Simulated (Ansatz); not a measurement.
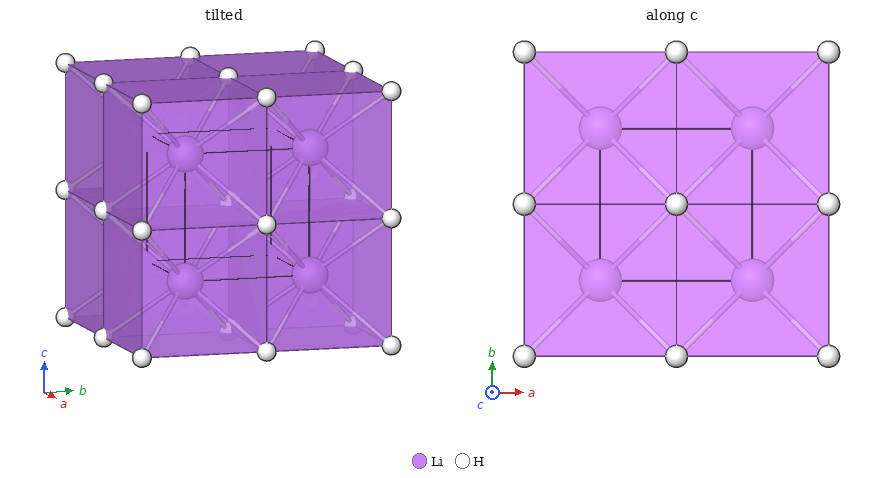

Figure: polyhedral view slightly off an axis and along the c axis. The frame is the unit cell; atoms at its boundary are shown with their periodic copies. A few atoms beyond the faces are included.

LiH, a = 2.502 Å, b = 2.502 Å, c = 2.472 Å, α = 90.00°, β = 90.00°, γ = 90.00°. Strictly the space group is P4/mmm (No. 123, within 0.01 Å). It is a distorted form of a primitive cubic structure, space group Pm-3m (No. 221) within 0.25 Å: caesium chloride (CsCl, B2) type. The structure comes from a structure type filled with these elements by a generator (whether the compound takes this form wasn't checked). The cell was then strained or its atoms displaced on purpose. It went into a calculation with Ansatz.

This one geometry was computed with Ansatz (DFT, plane waves, PAW) at three levels of theory: HSE06, r2SCAN and PBE. It was relaxed with r2SCAN and then strained.

How does the band gap change with the level of theory?

Answer. PBE: a gap of 0.66 eV, indirect; r2SCAN: a gap of 1.07 eV, indirect; HSE06: a gap of 1.36 eV, indirect.

Collect the results in a table.

Answer.
| level | cutoff (eV) | k-mesh of the run's cell | gap (eV) | pressure (GPa) |
| --- | --- | --- | --- | --- |
| HSE06 | 420 | 8×8×8 | 1.36 | 0.1 |
| r2SCAN | 500 | 10×10×10 | 1.07 | 0.4 |
| PBE | 420 | 10×10×10 | 0.66 | 0.7 |

Gaps are taken on the k-mesh or band path of each run.
